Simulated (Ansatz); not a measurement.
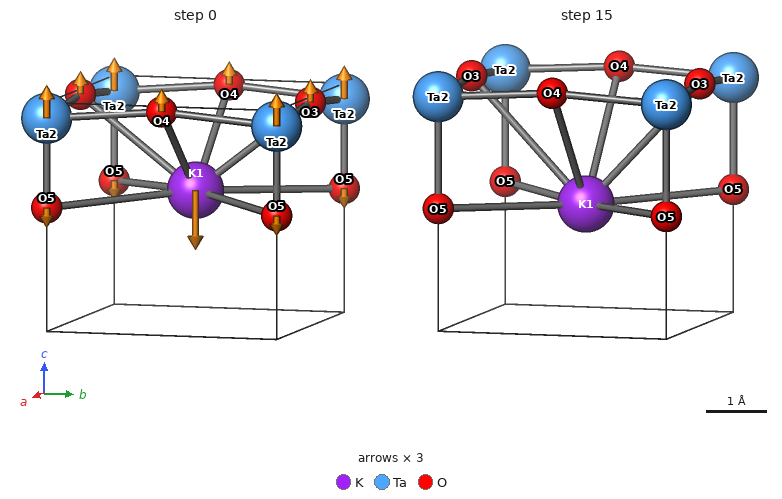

The structure of crystalline KTaO3 (a generated structure, set up in P4mm) (coarse preliminary run) before (left) and after (right) a relaxation, at one scale. The orange arrows give the displacements (the part carried along by the change of the cell is left out), 3 times their true length.

Style: ball-and-stick. Shown: the cell of the calculation, slightly off an axis.

Method: DFT PBE, scalar-relativistic, plane waves, PAW in Ansatz 0.2.0. Settings: plane-wave cutoff 420 eV; k-point mesh 4 × 4 × 4; occupations gaussian; smearing width 0.1 eV; no spin polarisation; cell and atoms relaxed; force threshold 0.04 eV/Å; at most 70 steps.

> Describe what moved and what it gained.

Over 13 accepted moves (15 points after the start) the energy falls by 646 meV per atom. The largest force component goes from 21 to 0.031 eV/Å. Pressure: 36.78 GPa at the start and 0.07 GPa at the end. At 2 points the geometry stayed and the basis and grid were re-selected for the new cell (energy shift of 2.1 meV per atom at most each time). K1 moves most relative to the cell: 0.34 Å along −c. By element the largest moves are K 0.34 Å, Ta 0.19 Å, O 0.13 Å. The volume changes by +3.0 %, with a = b 4.046 → 4.014 Å (−0.8 %), c 3.892 → 4.075 Å (+4.7 %). Among the contacts that change: Ta2–O5 1.522 → 1.902 Å, K1–O3 2.556 → 2.913 Å, K1–Ta2 3.180 → 3.464 Å, K1–Ta2 (another image) 3.802 → 3.524 Å. Among the angles between lasting bonds that change: K1–O3–K1 104.7° → 87.1°, K1–O3–K1 81.9° → 91.3°, K1–O3–K1 168.6° → 177.9°. The space group stays P4mm (No. 99).
